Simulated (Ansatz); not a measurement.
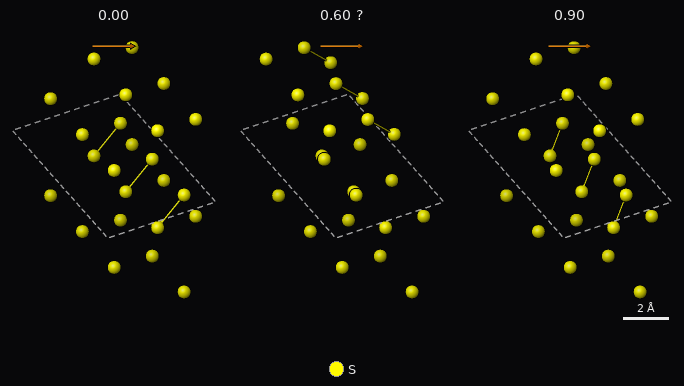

Energy scan for solid S (P4_2/mnm), in which the crystal above a cut along the (1 0 0) plane of the conventional cell (between a plane of S below and one of S above, 1.34 Å apart) is slid rigidly by fractions of an in-plane lattice vector 6.23 Å long (a generalised stacking fault). One cut stands in each cell, which starts 11.0 Å high; nothing is relaxed, and the dashed outline marks the cut, the arrow on top the direction of slip. A ball-and-stick model of the layers on both sides of the cut, seen obliquely from above.

Level of theory: DFT PBE+D3(BJ), scalar-relativistic, plane waves, PAW in Ansatz. Set-up: plane-wave cutoff 420 eV; k-point mesh 9 × 16 × 5; occupations gaussian; smearing width 0.15 eV; no spin polarisation. Energies (free energies at the smearing named) are counted from the relaxed crystal.

```
slip (fraction of the lattice vector)  γ (mJ/m²)
                                 0.00          0
                                 0.10       1109
                                 0.20       2361
                                 0.30       2332
                                 0.40       1833
                                 0.50       1154
                                 0.60          ?
                                 0.70       2860
                                 0.80       6189
                                 0.90       2596
```

Question: Estimate the missing energy from the other rows, and compare with the calculation.

Answer: A straight line between the two neighbours gives 2007 mJ/m². A cubic through the four nearest rows (0.40, 0.50, 0.70, 0.80) gives, with Lagrange weights, (−0.1667)(1833) + (0.6667)(1154) + (0.6667)(2860) + (−0.1667)(6189) = 1339 mJ/m². The calculation gives 727 mJ/m², so the cubic is 612 mJ/m² too high and the straight line 1280 mJ/m² too high, as the curve bends upwards here. The cubic misses by much of the step between rows, so the curve changes faster here than four points can follow.

The whole profile:

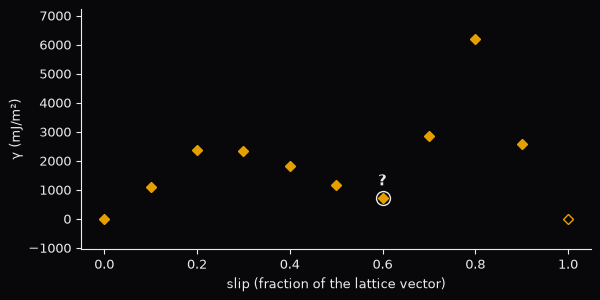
